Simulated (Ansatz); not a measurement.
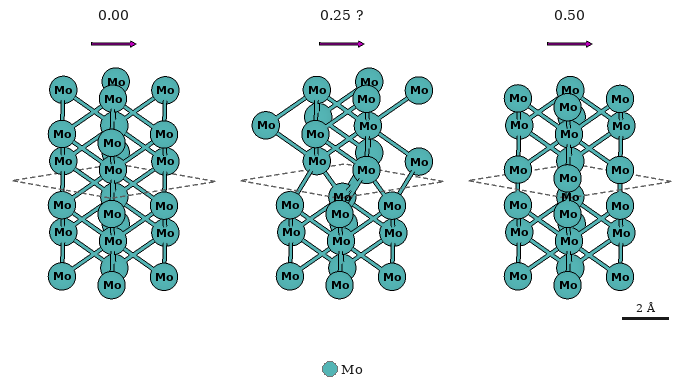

A scan of crystalline Mo (Im-3m): the crystal above a cut along the (0 0 1) plane of the conventional cell (between a plane of Mo below and one of Mo above, 1.58 Å apart) is slid rigidly by fractions of an in-plane lattice vector 4.47 Å long (a generalised stacking fault). One cut stands in each cell, which starts 9.5 Å high; nothing is relaxed, and the dashed outline marks the cut, the arrow on top the direction of slip. The picture is a ball-and-stick view of the layers on both sides of the cut, seen from the side, nearly along the cut plane.

These are results of DFT PBE, scalar-relativistic, plane waves, PAW in Ansatz, not measurements. Settings: plane-wave cutoff 420 eV; k-point mesh 19 × 19 × 7; occupations gaussian; smearing width 0.15 eV; no spin polarisation. Energies (free energies at the smearing named) are counted from the relaxed crystal.

```csv
slip (fraction of the lattice vector),γ (mJ/m²)
0.0000,0
0.0833,448
0.1667,2185
0.2500,?
0.3333,11123
0.5000,22688
```

One row is withheld. What is its energy?

Answer. A straight line between the two neighbours gives 6654 mJ/m². A cubic through the four nearest rows (0.0833, 0.1667, 0.3333, 0.5000) gives, with Lagrange weights, (−0.1997)(448) + (0.7496)(2185) + (0.5000)(11123) + (−0.0500)(22688) = 5976 mJ/m². The calculation gives 5527 mJ/m², so the cubic is 449 mJ/m² too high and the straight line 1127 mJ/m² too high, as the curve bends upwards here.

The whole profile:

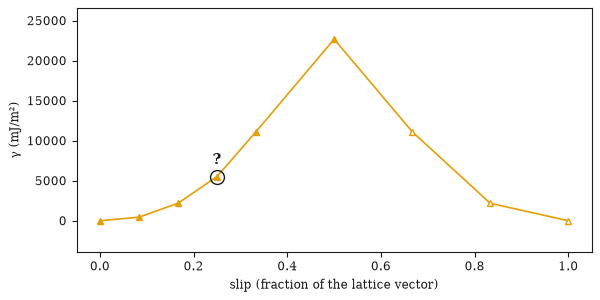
